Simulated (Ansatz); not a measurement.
# Single-point calculation, with input and output: AlN

AlN (Cmc2₁, 4 atoms in the cell), computed with DFT, PBEsol, plane waves, PAW, spin-polarised (Ansatz 0.2.0).

The structure derives from an entry of the Crystallography Open Database. Figures and captions count atoms from 1; the log counts them from 0 in places.

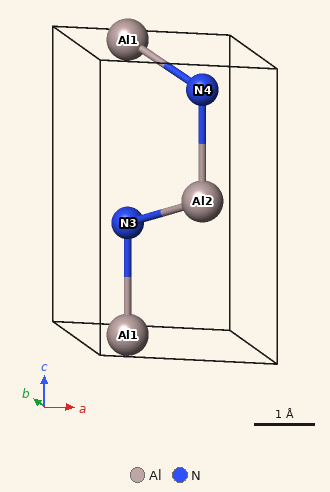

**Figure 1.** The input geometry (ball-and-stick view of the reduced cell, seen slightly off an axis; atoms are numbered from 1 in the order of the input). An atom can appear more than once, as a periodic image.

Input
```yaml
crystal:
  lattice:
    - [3.0758056077, 0.0, 7.5218e-06]
    - [0.0, 5.0477112833, 0.0]
    - [1.5379093959, 0.0, 2.6988416764]
  atoms:
    - { symbol: Al, position: [0.3337254472, -0.003187947, 0.3325497823], spin: 2.0 }
    - { symbol: Al, position: [0.6662745528, 0.496812053, 0.6674502177], spin: 3.0 }
    - { symbol: "N", position: [0.3345786083, 0.618187947, 0.330845144], spin: 1.0 }
    - { symbol: "N", position: [0.6654213917, 0.118187947, 0.669154856], spin: 2.0 }
basis:
  ecutwfc: 420
kpoints:
  mp_grid: { grid: [9, 5, 10], shift: [0.5, 0.5, 0.5] }
hamiltonian:
  xc: pbesol
scf:
  occupations: { method: gaussian, width: 0.02 }
output:
  forces: true
  eigenvalues: true
  stress: true
magnetization:
  spin_polarized: true
```

Run on 4 threads of Arm Neoverse V1, 24 GiB of memory available, shared host.

Launch command:
```bash
ansatz run input.yaml --threads 4 --pin off --max-ram 10240MiB --backend cpu --events-out ev --progress --plain --runs-dir out
```

What the program printed
```
Warning: the atoms were moved onto the symmetric positions of the space group found under crystal.symmetry.tolerance 1.0e-5 (fractional; no operation is sought that the atoms, as they stand in a round, miss by more than twice it, and no atom is moved by as much as it), and the run uses the moved positions. Before a round's move an operation carried an atom to 7.26e-6 Å from where it should land, the largest such distance. Atom 2 (counting from 0) moved farthest, by 3.63e-6 Å; the longest move in fractions of the cell, of whichever atom, is 0.11 of the tolerance, in 1 round. To run the atoms as typed, lower crystal.symmetry.tolerance until the operations that they miss are no longer found, or set crystal.symmetry.detect: false (a key that needs symmetry detection or time reversal refuses this as the deck is read). The positions used, in the order of the run's atom list: position: [0.33372510885, -0.003187947, 0.3325497823]; position: [0.66627489115, 0.496812053, 0.6674502177]; position: [0.33457742800000007, 0.618187947, 0.330845144]; position: [0.665422572, 0.118187947, 0.669154856]; The lattice was moved too: crystal.lattice misses the space group found at crystal.symmetry.tolerance 1.0e-5 in a digit that the deck types, which is why this is a warning: making the lattice exact moves one of its numbers by a whole unit of that number's last typed decimal, or more. The operation that it misses by the most changes a squared length by the fraction 9.78e-6. The run uses the lattice that is a stretch of the typed one, with no rotation, onto the one that keeps every operation to a double's rounding (on a very oblique basis the stretch itself rounds by more); the deck's lattice vector that moved farthest moved by 7.59e-6 Å. To run the lattice as typed, set crystal.symmetry.tolerance under 9.77e-6, the least fraction by which an operation that the lattice misses changes a squared length (the same key also sets how far an atom may lie from its image, so lowering it can lose operations that the atoms keep only within it), or set crystal.symmetry.detect: false, as for the atoms. crystal.lattice made exact, in Å and degrees: [[3.075805607709197, 1.6691773428417647e-21, 4.493540762551985e-9], [2.739290573589575e-21, 5.0477112833, -1.0034285580095842e-26], [1.5379027999117818, 8.345868838047834e-22, 2.6988379177548207]]. Pasted over the deck's crystal.lattice, beside positions in fractional coordinates, it runs the same cell (given as lengths and angles, that cell in the form's own orientation, a rigid turn of the misfit's size from the one run here, for which a checkpoint.post_process_only pass over this run's state can be refused: where this run relaxes nothing, give such a pass this deck's own crystal.lattice, as typed; behind a relaxation, as crystal.lattice, the state's own cell, identity.cell in its checkpoint.json), and a matrix so pasted ends this notice, except on a very skew basis of the lattice, where the rounding of the pasted numbers themselves can read as a misfit: the cell is then moved again, and that move is told again. The lattice as run is in this notice's lattice.as_run_ang field (Run.prep()["deck_notices"] in Python, the deck_notice line of an events file, deck_notices of ansatz run --dry-run=json, or deck_notices in record.json in the deck's checkpoint.write directory).
Warning: crystal.symmetry: narrowed to the stabiliser of the k-point mesh — unitary ops 2 → 1; excluded 1 operation that carries a point of the 9×5×10 mesh (shift [0.5, 0.5, 0.5]) off the mesh (the run samples exactly the mesh kpoints.mp_grid names, as under crystal.symmetry.detect: false, and its converged state has the mesh's symmetry, not the crystal's; ε∞, the Born charges and the force constants of a linear response (`dielectric:` by the response, `phonons.method: dfpt`) are averaged over those of the crystal's operations that the state keeps within a tolerance, where `mesh_tensors`, `unaveraged_element` or `gamma_mean_max_change_ev_ang2` stands beside them; a row that `dielectric.field_direction` solves alone is averaged likewise, with nothing beside; a Γ-centred mesh of equal divisions is mapped onto itself by every operation and keeps the whole group, as does a half-shifted one under kpoints.further_shifts: images)
Engine: ansatz 0.2.0, aarch64-unknown-linux-gnu
Pseudopotentials: kind: paw
Pseudopotential: Al, paw, valence charge 3, recommended cutoff 420 eV (normal), Al.paw.azcp
Pseudopotential: N, paw, valence charge 5, recommended cutoff 420 eV (normal), N.paw.azcp
Functional definition: PBEsol
  exchange = pbesol_x
  correlation = pbesol_c
Crystal: 4 atoms, lattice volume = 41.902 Å³
Basis set: ecut = 420 eV, 817 PW (Γ), exchange–correlation on 48×72×48 points (8 copies of the dense FFT grid, shifted against one another)
Bands: 16, of which v1, the nominal top of the filled ones, is band 8 counted from 1 (7 counted from 0)
Symmetry: 1 space group operations
k-points: 225 of 450 (time reversal used)
Non-local potential: Al, projectors of the file, l = 0: 2, l = 1: 2, l = 2: 1
Non-local potential: N, projectors of the file, l = 0: 2, l = 1: 2, l = 2: 1
PAW form: soft (Blöchl's): semilocal exchange-correlation on the pseudo side does not see the compensation charge
PAW frozen core: Al, regenerated for the run's functional, and the local potential with it (the file was generated under x = pbe(κ = 0.804, μ = 0.2195149727645171), c = pbe(β = 0.06672455060314922))
PAW frozen core: N, regenerated for the run's functional, and the local potential with it (the file was generated under x = pbe(κ = 0.804, μ = 0.2195149727645171), c = pbe(β = 0.06672455060314922))
PAW one-centre angular grid: Al, 110 points (default); XC on 64 Gauss nodes
PAW one-centre angular grid: N, 110 points (default); XC on 64 Gauss nodes
Initial density: superposition of atomic densities (chi_scale 0.1, normalization cell, long waves kept (reshape's long-wave potential 0.00 eV rms))
Starting moments: Σ|m| = 8 μB on 4 of 4 sites
Initial wavefunctions: pseudopotential atomic-orbital guess
Functional: x = pbesol(κ = 0.804, μ = 0.12345679012345678), c = pbesol(β = 0.046)
SCF iter   1: F=—  HF=-1809.346424 eV  |F-HF|=—  |Δ(HF+E_count)|=         —  Δρ=1.68e-1 (↑9.74e-2 ↓1.68e-1)  dr2=9.35e0  dr2_m=5.49e0  M=0.000 μB ∫|m|=0.251 μB  β_m=0.30  ethr=3.10e-3  ⟨swp⟩=6.5  Hψ=41169  notcnv=0
preconditioner: auto → none  [insulator: Δε(μ)=2.858 eV  Ē_g=16.522 eV  σ=0.020 eV  W_gap=1.00  n_scr=2 (ndim 8)  ℏωp=22.9 eV  f_vac=0.000  D(μ)=0.00/eV (n_scr^D=0)  ε∞_Penn≈2.9]
SCF iter   2: F=—  HF=-1809.403692 eV  |F-HF|=—  |Δ(HF+E_count)|=   5.73e-2  Δρ=9.17e-2 (↑8.35e-2 ↓9.17e-2)  dr2=6.98e-1  dr2_m=2.76e0  M=0.000 μB ∫|m|=0.217 μB  β_m=0.30  ethr=3.10e-3  ⟨swp⟩=2.6  Hψ=17523  notcnv=0  defer=1009
SCF iter   3: F=—  HF=-1810.610541 eV  |F-HF|=—  |Δ(HF+E_count)|=    1.21e0  Δρ=6.35e-2 (↑6.35e-2 ↓5.91e-2)  dr2=1.73e-1  dr2_m=1.36e0  M=0.000 μB ∫|m|=0.178 μB  β_m=0.30  ethr=3.10e-3  ⟨swp⟩=2.6  Hψ=11733  notcnv=0  defer=1009
SCF iter   4: F=—  HF=-1811.255477 eV  |F-HF|=—  |Δ(HF+E_count)|=   6.45e-1  Δρ=4.11e-2 (↑4.09e-2 ↓4.11e-2)  dr2=1.04e-3  dr2_m=6.45e-1  M=0.000 μB ∫|m|=0.142 μB  β_m=0.30  ethr=1.08e-3  ⟨swp⟩=2.2  Hψ=9580  notcnv=0  defer=1011
SCF iter   5: F=—  HF=-1811.584496 eV  |F-HF|=—  |Δ(HF+E_count)|=   3.29e-1  Δρ=2.88e-2 (↑2.88e-2 ↓2.86e-2)  dr2=2.84e-4  dr2_m=3.16e-1  M=0.000 μB ∫|m|=0.110 μB  β_m=0.30  ethr=6.49e-6  ⟨swp⟩=2.1  Hψ=12572  notcnv=0  defer=1011
SCF iter   6: F=—  HF=-1811.746219 eV  |F-HF|=—  |Δ(HF+E_count)|=   1.62e-1  Δρ=2.02e-2 (↑2.02e-2 ↓2.01e-2)  dr2=6.19e-5  dr2_m=1.55e-1  M=0.000 μB ∫|m|=0.086 μB  β_m=0.30  ethr=1.78e-6  ⟨swp⟩=2.0  Hψ=12556  notcnv=0  defer=1011
Mixer restart at iter 6: flushing history
spin-set hold released at iteration 6 (site moments contracting): the magnetisation degrees of freedom join the quasi-Newton model from the next iteration; the mixer history was flushed
SCF iter   7: F=—  HF=-1811.825945 eV  |F-HF|=—  |Δ(HF+E_count)|=   7.97e-2  Δρ=1.42e-2 (↑1.42e-2 ↓1.41e-2)  dr2=4.62e-5  dr2_m=7.67e-2  M=0.000 μB ∫|m|=0.068 μB  β_m=0.65  ethr=3.87e-7  ⟨swp⟩=2.0  Hψ=13205  notcnv=0  defer=1013
SCF iter   8: F=—  HF=-1811.905160 eV  |F-HF|=—  |Δ(HF+E_count)|=   7.92e-2  Δρ=9.89e-4 (↑9.89e-4 ↓6.93e-4)  dr2=8.60e-5  dr2_m=2.60e-4  M=0.000 μB ∫|m|=0.013 μB  β_m=0.82  ethr=2.89e-7  ⟨swp⟩=3.0  Hψ=15697  notcnv=0  defer=1013
SCF iter   9: F=—  HF=-1811.905435 eV  |F-HF|=—  |Δ(HF+E_count)|=   2.75e-4  Δρ=6.72e-4 (↑2.40e-4 ↓6.72e-4)  dr2=2.61e-4  dr2_m=3.89e-5  M=0.000 μB ∫|m|=0.005 μB  β_m=0.75  ethr=2.89e-7  ⟨swp⟩=2.3  Hψ=11792  notcnv=0  defer=1014
SCF iter  10: F=—  HF=-1811.905404 eV  |F-HF|=—  |Δ(HF+E_count)|=   3.17e-5  Δρ=3.68e-4 (↑3.68e-4 ↓5.73e-5)  dr2=6.69e-5  dr2_m=1.26e-5  M=0.000 μB ∫|m|=0.003 μB  β_m=0.69  ethr=2.89e-7  ⟨swp⟩=2.0  Hψ=10140  notcnv=0  defer=1014
SCF iter  11: F=—  HF=-1811.905763 eV  |F-HF|=—  |Δ(HF+E_count)|=   3.59e-4  Δρ=1.41e-4 (↑1.41e-4 ↓1.36e-4)  dr2=2.21e-5  dr2_m=2.11e-6  M=0.000 μB ∫|m|=0.001 μB  β_m=0.51  ethr=2.89e-7  ⟨swp⟩=2.2  Hψ=8786  notcnv=0  defer=1014
SCF iter  12: F=—  HF=-1811.905758 eV  |F-HF|=—  |Δ(HF+E_count)|=   4.53e-6  Δρ=3.40e-5 (↑3.40e-5 ↓2.52e-5)  dr2=8.50e-7  dr2_m=1.37e-7  M=0.000 μB ∫|m|=0.000 μB  β_m=0.75  ethr=1.38e-7  ⟨swp⟩=2.5  Hψ=9399  notcnv=0  defer=1014
SCF iter  13: F=—  HF=-1811.905758 eV  |F-HF|=—  |Δ(HF+E_count)|=   1.29e-7  Δρ=5.12e-6 (↑5.12e-6 ↓3.37e-6)  dr2=1.73e-8  dr2_m=2.60e-9  M=0.000 μB ∫|m|=0.000 μB  β_m=0.74  ethr=6.25e-10  ⟨swp⟩=7.8  Hψ=36181  notcnv=0
SCF iter  14: F=—  HF=-1811.905758 eV  |F-HF|=—  |Δ(HF+E_count)|=   2.88e-9  Δρ=5.53e-7 (↑5.40e-7 ↓5.53e-7)  dr2=3.09e-10  dr2_m=4.84e-11  M=0.000 μB ∫|m|=0.000 μB  β_m=0.80  ethr=1.08e-10  ⟨swp⟩=3.0  Hψ=16185  notcnv=0
SCF iter  15: F=-1811.905758 eV  HF=-1811.905758 eV  |F-HF|=1.82e-10  |Δ(HF+E_count)|=  6.43e-11  Δρ=2.31e-7 (↑2.31e-7 ↓1.76e-7)  dr2=2.16e-10  dr2_m=3.90e-12  M=0.000 μB ∫|m|=0.000 μB  ethr=1.93e-12  ⟨swp⟩=2.0  Hψ=12600  notcnv=0
SCF 1 converged in 15 iterations: F = -1811.905758 eV  dr2 = 2.16e-10
  greatest PAW one-centre occupation: 0.785 electrons in one spin orbital (limit 2), on the N atom at site 2 (counted from 0), in its partial waves of l = 0
```

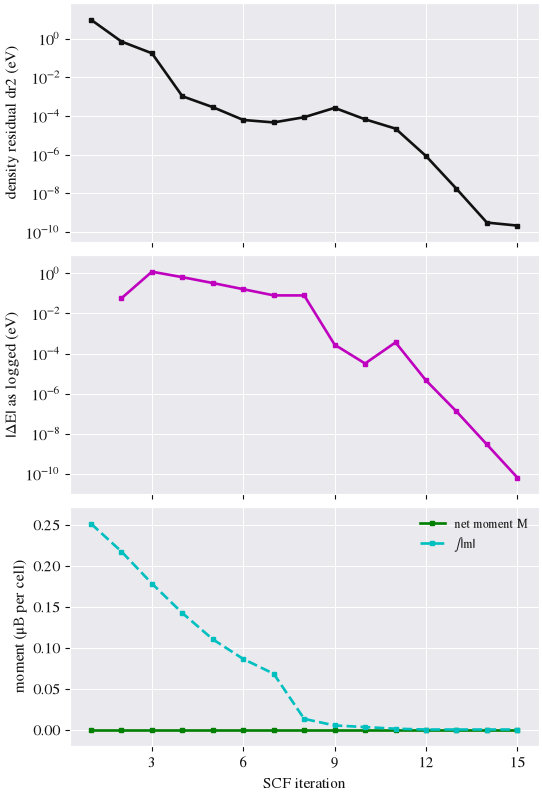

**Figure 2.** Convergence of the self-consistent field: density residual dr2, size of the energy change and magnetic moment against the SCF iteration. The residual comes down, with one marked jump up, by a factor of about 3, at step 9. The net moment stays at 0.0 μB per cell, and ∫|m| falls to zero.

```
WARN: the starting moments were not kept: the SCF closed with an absolute magnetisation of 1.4e-6 μB, where they sum to 8 μB in size (4 sites). That is at most 0.1 of that sum. Measured as dr2_m measures the in/out step, that magnetisation stands 4.5e-13 eV from none, at or under the dr2_threshold of 1.0e-7 eV: it is no larger than a step whose dr2_m would equal this threshold. The system may hold no moment; this SCF shows only that its start led to no more than that. To try another start: raise the starting moments (crystal.atoms[].spin, magnetization.per_species, magnetization.initial_magnetization, or on a non-collinear deck that types none of these the spinor_matrix: blocks that start its atoms; where the total moment is fixed, keep their sum and leave initial_magnetization as it is; typed ones take the place of any that the run laid by itself, positive ones on a crystal's lanthanoids without a Hubbard term where scf.initial_density.shell_occupations: [] is typed) or, if the notice of its spin-set hold's release reads "site moments contracting" or "site moments show no strong build", lengthen the hold (scf.mixing.spin_hold: { on: { confirm: 4 } }; for m-r²SCAN on two components see the key's manual first). Each may lead to a state that holds a moment. A second SCF, from the converged charge density, with the starting moments and any scf.initial_density.shell_occupations laid on it anew, would have followed, and was not run: the deck does not ask for one (magnetization.retry_lost_moments is false, the default). To let it run, set magnetization.retry_lost_moments: true and run the deck again, where that key's refused combinations let it; where memory then withholds it, that run's warning says so.
SCF converged after 15 iterations
Magnetization: 0.0000 μB (8.0000 up, 8.0000 down)
Absolute magnetization: 0.0000 μB (∫|ρ↑−ρ↓|, with the PAW one-centre terms)
Spin contamination: 0.0000 ħ² per cell (⟨S²⟩ above its minimum at these occupations)
Per-site moments (μB) at R_I (Å): [(1.0087005338981797e-7, 0.7789347913608468), (-6.292620336144713e-9, 0.7789347913608469), (-2.623793325244668e-7, 0.7789347913608469), (-2.8370297298870944e-7, 0.7789347913608468)]
Free energy (F): -1811.905758 eV
Harris-Foulkes:  -1811.905758 eV  (|F-HF|=1.82e-10)
Internal energy: -1811.905758 eV  (E = F + TS)
E sigma→0 (E₀):  -1811.905758 eV
Fermi energy:    9.144056 eV
--- Per-component energies (eV) ---
  E_band       = 28.326178
  E_kinetic    = 317.376589
  E_local      = -446.244205  (includes V_loc(G=0)·N_el)
  E_nonlocal   = 111.284059
  E_hartree    = 153.682864
  E_xc         = -201.338501
  E_vxc        = -214.872940  (∫ρ·V_xc dr)
  E_paw        = -1155.474944  (= ΣΔE_a)
  E_vpaw       = -46.583200  (= ΣTr[D̂ρ^β])
  E_aug_tail   = 0.000189  (compensation charges beyond the density's cutoff)
  E_ewald      = -591.286286
  E_core_change = 0.094476  (= ΣΔE_core)
  E_smearing   = -0.000000  (= −TS)
  E_closure    = 0.000000  (closes the sum)
  Σ components = -1811.905758   (vs F -1811.905758, Δ=0.00e0)
--- Forces (eV/Å), atoms counted from 1 ---
  atom   1  Al     0.00000815     0.00006866     0.00005279
  atom   2  Al    -0.00000816     0.00005276    -0.00005286
  atom   3  N      0.00000456    -0.00007224    -0.00017709
  atom   4  N     -0.00000457    -0.00003378     0.00017721
  max |Σ_I F_I| component: 1.54e-5 eV/Å
--- Stress (GPa, compression-positive) ---
        3.283462      -0.000000      -0.000258
       -0.000000      -3.500822      -0.000001
       -0.000258      -0.000001       0.000210
  P = ⅓ Tr σ = -0.0724 GPa (-0.724 kbar)
--- Band table (eV; the first three rows and the last of 450) ---
  k-point 0 ↑: bands = ["-8.0420", "-6.0746", "1.0954", "6.0991", "6.1962", "6.5216", "6.7882", "6.8395", "11.4486", "13.8920", "17.1449", "17.9627", "18.2511", "19.3661", "19.9189", "20.0218"]
  k-point 1 ↑: bands = ["-7.8597", "-5.9652", "1.3031", "5.3144", "5.6499", "6.1574", "6.7368", "6.7816", "12.1072", "14.5788", "16.4182", "16.9168", "18.8833", "19.0707", "19.5776", "20.2283"]
  k-point 2 ↑: bands = ["-7.4489", "-5.7439", "1.7688", "3.9748", "4.6401", "5.7115", "6.5414", "6.6333", "12.9775", "14.9410", "15.2320", "16.5822", "18.3682", "19.0007", "19.3689", "20.2598"]
  k-point 224 ↓: bands = ["-5.7318", "-5.7318", "1.4641", "1.4641", "5.2709", "5.2709", "5.7598", "5.7599", "12.2238", "12.2238", "16.1566", "16.1566", "18.4514", "18.4514", "20.1989", "20.1989"]
```

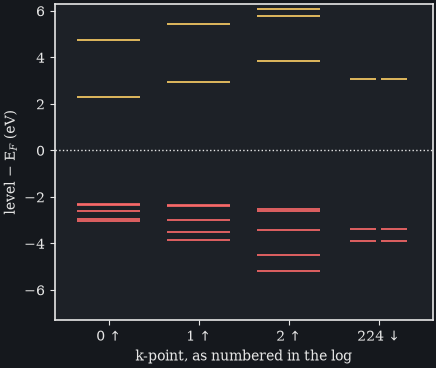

**Figure 3.** Kohn–Sham levels near the Fermi level (dotted) at the few k-points that the log prints; levels within 0.02 eV of each other stand side by side. Among these points the highest filled and lowest empty levels are 4.61 eV apart, which is the gap on the mesh.

Summary

| quantity | value |
| --- | --- |
| outcome | converged |
| space group (tolerance 0.01 Å) | Cmc2₁ (36) |
| electrons treated | 16 |
| free energy | −1811.9058 eV |
| Fermi energy | 9.144 eV |
| gap on the k-point mesh | 4.61 eV |
| net moment of the cell | 0.00 μB |
| integrated absolute moment | 0.00 μB |
| pressure | −0.07 GPa |
| largest force (length of the vector) | under 0.001 eV/Å |
| wall time | 13 s (CPU time 51 s) |
| peak memory | 0.56 GiB |

Settings chosen away from the usual ones: magnetization set to {"spin_polarized": true}; kpoints.mp_grid.shift set to [0.5, 0.5, 0.5]. Warnings of the run: some starting moments were not kept; the structure was made exactly symmetric; the k-point mesh lowers the symmetry that the run can use.
